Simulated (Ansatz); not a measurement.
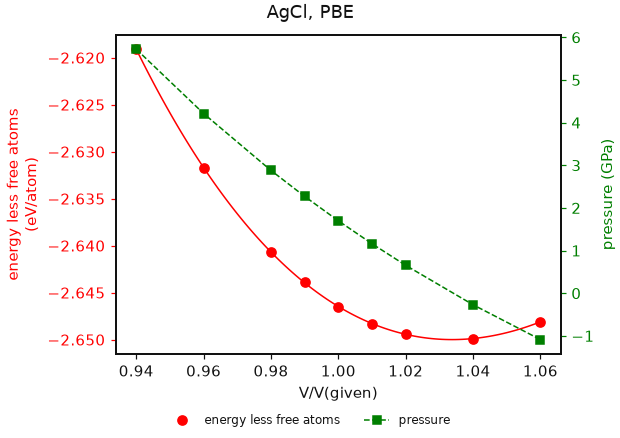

Computed with Ansatz 0.2.0: periodic Kohn-Sham DFT of a crystal at fixed atoms, scaled to the stated factor times the given cell; pressure positive in compression, energy less spherical unpolarised free atoms. Level: PBE.

| setting | value |
| --- | --- |
| method | all-electron LAPW |
| relativity | scalar |
| k mesh | 9×9×8 |
| occupations | Fermi–Dirac |
| smearing width | 0.03 eV |
| basis error target | 1 (meV/atom) |
| nucleus | Gaussian |

The given structure:
```
CELL_PARAMETERS angstrom
1.87091 -5.55660 0.00000
1.87091 5.55660 0.00000
0.00000 0.00000 3.92404
ATOMIC_POSITIONS crystal
Ag 0.39656 0.60344 0.75000
Ag 0.60344 0.39656 0.25000
Cl 0.86545 0.13455 0.25000
Cl 0.13455 0.86545 0.75000
```

Energy less free atoms and pressure against V/V(given) for AgCl, space group Cmcm (No. 63).

V(given) is 20.40 Å³/atom.

A third-order Birch–Murnaghan fit gives V0 = 21.09 Å³/atom, B0 = 46.8 GPa and B′ = 5.2. The energy less free atoms is −2.6191 eV/atom at V/V(given) 0.94 and −2.6481 eV/atom at 1.06; the lowest computed point is at V/V(given) 1.04 (−2.6499 eV/atom), in a single well. The pressure falls from 5.721 GPa at V/V(given) 0.94 to −1.087 GPa at 1.06, and changes sign near 1.03.

Limits of the calculation: shape and atomic fractions are frozen while scaling, which makes layered, chain and framework solids too stiff.

One of the inputs:
```
crystal:
  lattice:
    - [1.870909703, -5.5565952358, 0.0]
    - [1.870909703, 5.5565952358, 0.0]
    - [0.0, 0.0, 3.92403735]
  atoms:
    - { symbol: Ag, position: [0.3965554, 0.6034446, 0.75] }
    - { symbol: Ag, position: [0.6034446, 0.3965554, 0.25] }
    - { symbol: Cl, position: [0.86544873, 0.13455127, 0.25] }
    - { symbol: Cl, position: [0.13455127, 0.86544873, 0.75] }
kpoints:
  mp_grid: { grid: [9, 9, 8] }
  band_path:
    path:
      - [0.0, 0.0, 0.0]
      - [-0.5, 0.5, 0.0]
      - [-0.2783418463, 0.7216581537, 0.0]
      - [0.2783418463, 0.2783418463, 0.0]
      - [0.0, 0.0, 0.0]
      - [0.0, 0.0, 0.5]
      - [0.2783418463, 0.2783418463, 0.5]
      - [-0.2783418463, 0.7216581537, 0.5]
      - [-0.5, 0.5, 0.5]
    npoints: 14
scf:
  occupations: { method: fermi_dirac, width: 0.03 }
hamiltonian:
  xc: pbe
  pseudopotentials: { kind: all_electron, lapw: { basis_error: 0.001 } }
output:
  forces: true
  stress: true
  eigenvalues: true
  populations: true
  dos: { projected: true, de: 0.2, e_range: [-14, 8] }
```

Command:
```bash
ansatz run input.yaml --threads 1 --pin off --max-ram 6144MiB --backend cpu --events-out ev --progress --plain --runs-dir out
```
